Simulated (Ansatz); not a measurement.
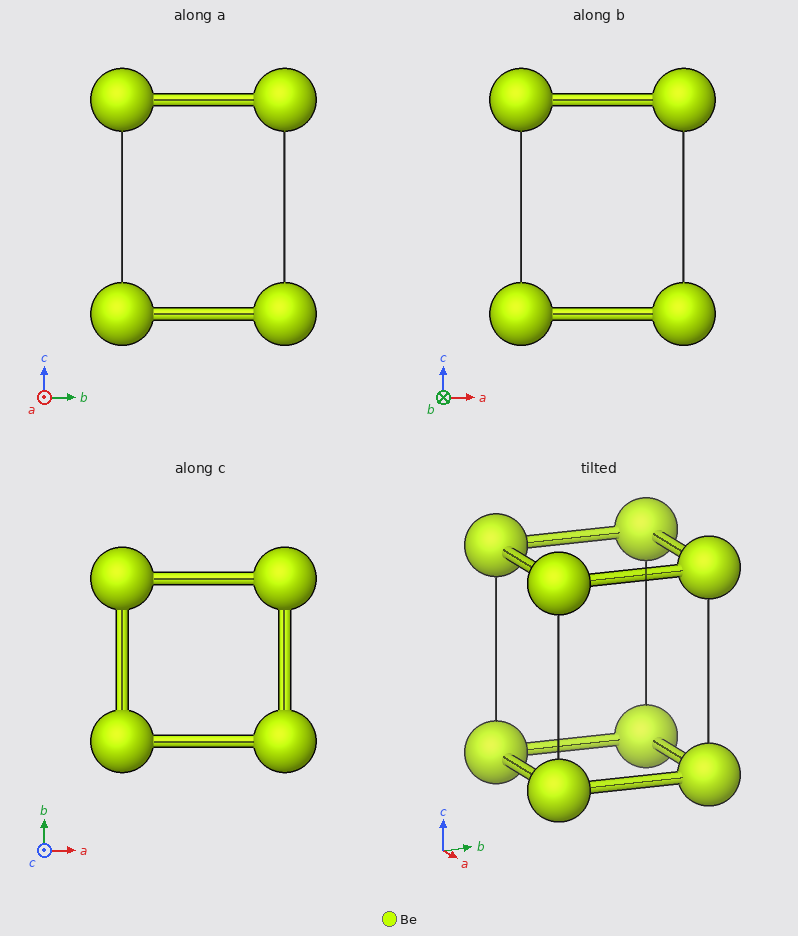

Shown here is a ball-and-stick view of the crystal, taken along the a axis, along the b axis, along the c axis and slightly off an axis. One conventional unit cell is outlined, and atoms on its boundary appear in each equivalent place.

Lattice parameters: a = 2.0208 Å, b = 2.0208 Å, c = 2.6616 Å, α = 90.000°, β = 90.000°, γ = 90.000°.

> Put the structure into a CIF in P1 with every atom of the cell.

```cif
data_structure
_symmetry_space_group_name_H-M 'P 1'
_symmetry_Int_Tables_number 1
_cell_length_a 2.0208
_cell_length_b 2.0208
_cell_length_c 2.6616
_cell_angle_alpha 90.000
_cell_angle_beta 90.000
_cell_angle_gamma 90.000
_cell_volume 10.87
loop_
_atom_site_label
_atom_site_type_symbol
_atom_site_fract_x
_atom_site_fract_y
_atom_site_fract_z
_atom_site_occupancy
Be1 Be 0.0000 0.0000 0.0000 1
```

It goes back to a random cell made by a generator, so it need not be a real form of the element. Earlier steps of the study may have refined or changed the cell and positions. A calculation with Ansatz used it as input.
